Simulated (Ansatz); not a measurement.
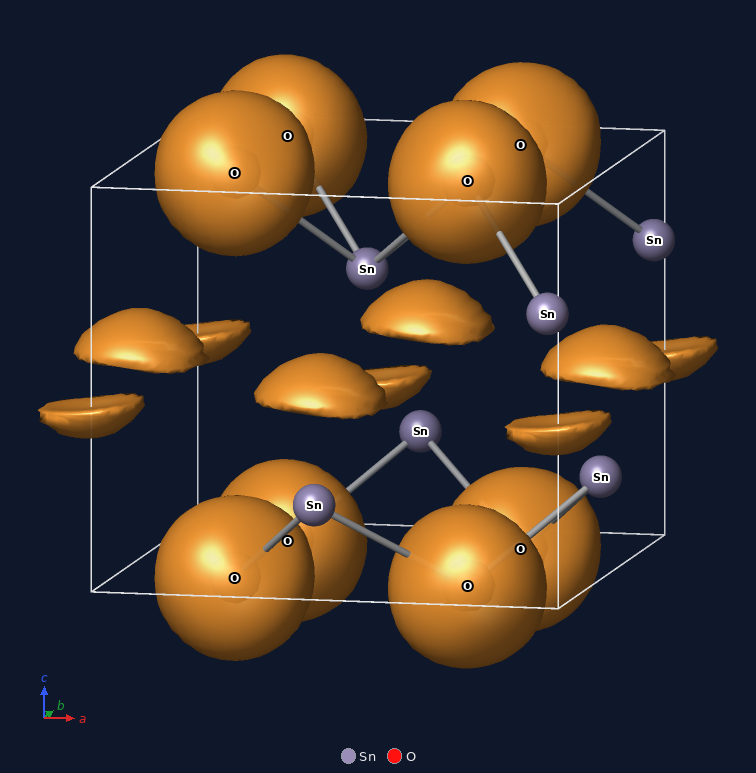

Figure. SnO. Isosurface of the electron localisation function at 0.6 (orange), seen slightly off an axis. Core shells and regions of very low density are left out. Sticks mark near contacts.

Space group Cm; changed on purpose from its base cell (all Sn atoms moved -0.150 Å, as atom 1 along Cartesian [1 1 1]); not relaxed (largest force 1.1 eV/Å).

Computed with Ansatz 0.2.0, DFT PBEsol+D3(BJ), scalar-relativistic, plane waves, PAW.

Core electrons are frozen (PAW), and the valence fields are smoothed inside the atomic spheres.

```
Sn O
1.0
     3.77039    3.77039    0.00000
    -3.77039    3.77039    0.00000
     0.00000    0.00000    4.56337
Sn O
4 4
Direct
  0.47703 0.00000 0.23428
  0.97703 0.50000 0.23428
  0.47703 0.50000 0.72776
  0.97703 0.00000 0.72776
  0.25000 0.75000 0.00000
  0.75000 0.25000 0.00000
  0.25000 0.25000 0.00000
  0.75000 0.75000 0.00000
```

Q: Describe the localisation domains.

A: At this value the surface marks out four lobes on Sn, pointing away from the bonds (lone pairs) and four regions wrapped around O (the valence shell of each), counted in one cell of 8 atoms. Any copies at cell faces, edges or corners count once. Profiles from the grid: Sn–O (2.09 Å): the ELF peaks at about 0.85 in the valence shell of O, 0.6 Å from its nucleus, and is about 0.25 at the midpoint; no localised pair shows between them. Sn–O (2.19 Å): the ELF peaks at about 0.85 in the valence shell of O, 0.6 Å from its nucleus, and is about 0.20 at the midpoint (no shared electron pair shows on this line).
